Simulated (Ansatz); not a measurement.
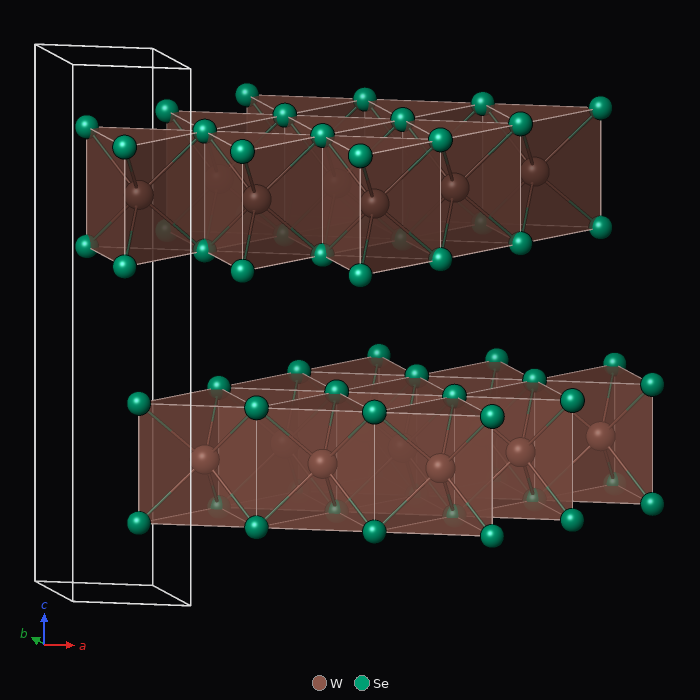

Polyhedra are drawn about W (bonds: Se–W below 2.9 Å); other atoms are plain spheres.

System WSe2 (space group P6_3/mmc, No. 194); source of the atomic positions: the geometry relaxed with Ansatz 0.2.0, DFT PBE, scalar-relativistic, plane waves, PAW; the starting structure was generated, so it need not be a known form of this composition.

Sharing among the drawn polyhedra:

```
site           polyhedron  corner-sharing neighbours  edge-sharing  face-sharing  bond (Å)
   W  WSe6 trigonal prism                          0             6             0      2.55
```

They form layers of edge-sharing trigonal prisms parallel to (001).
